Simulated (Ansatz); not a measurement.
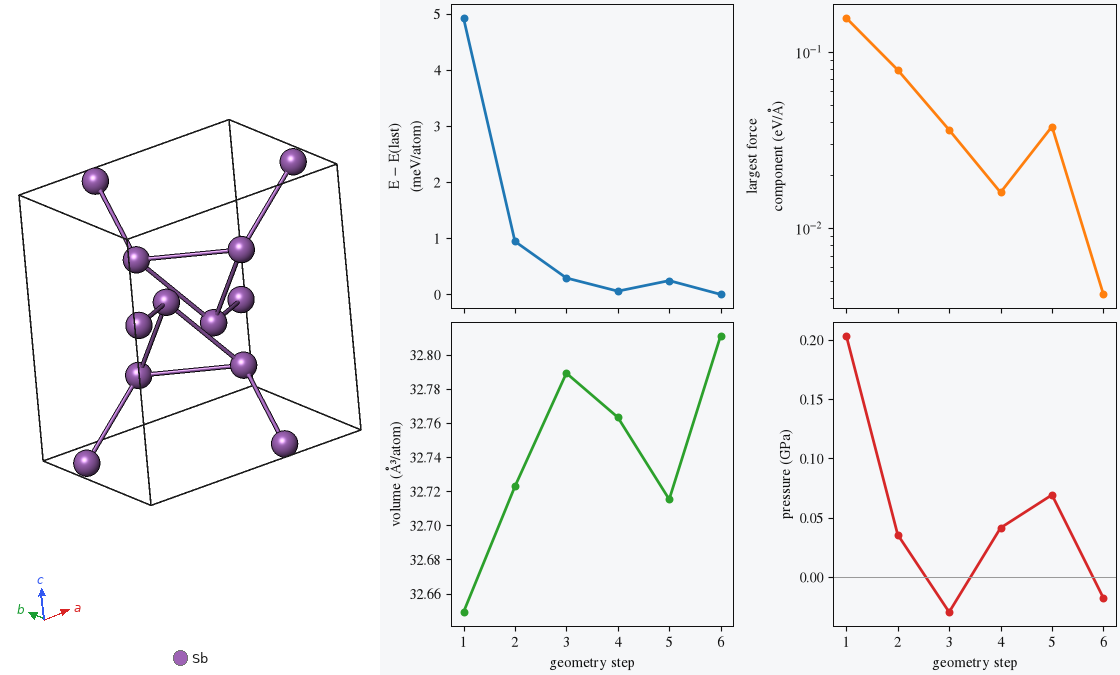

Beside the plot: the structure at the start.

History of a geometry optimisation. Atoms and cell relax. A closing SCF on a freshly chosen basis isn't drawn.

- system: Sb (R-3m, 12 atoms in the cell)
- method: Ansatz 0.2.0, DFT PBEsol, scalar-relativistic, plane waves, PAW; cutoff 420 eV, 6×6×6 k-mesh, Gaussian smearing of 0.1 eV

Q: How did it end, and what did it gain?

A: The optimisation met its thresholds at geometry 6, counting the start as the first. The energy fell by about 4.9 meV/atom from the first step to the last. Step 5 went uphill and was rejected by the line search. The largest force component goes from about 0.16 eV/Å at the start to 4 × 10⁻³ eV/Å at the end.

Q: Was the starting cell too large or too small?

A: The volume grows from 32.65 to 32.81 Å³ per atom (+0.5 %), as the pressure goes from 0.2 GPa to about 0 GPa. The start was compressed.
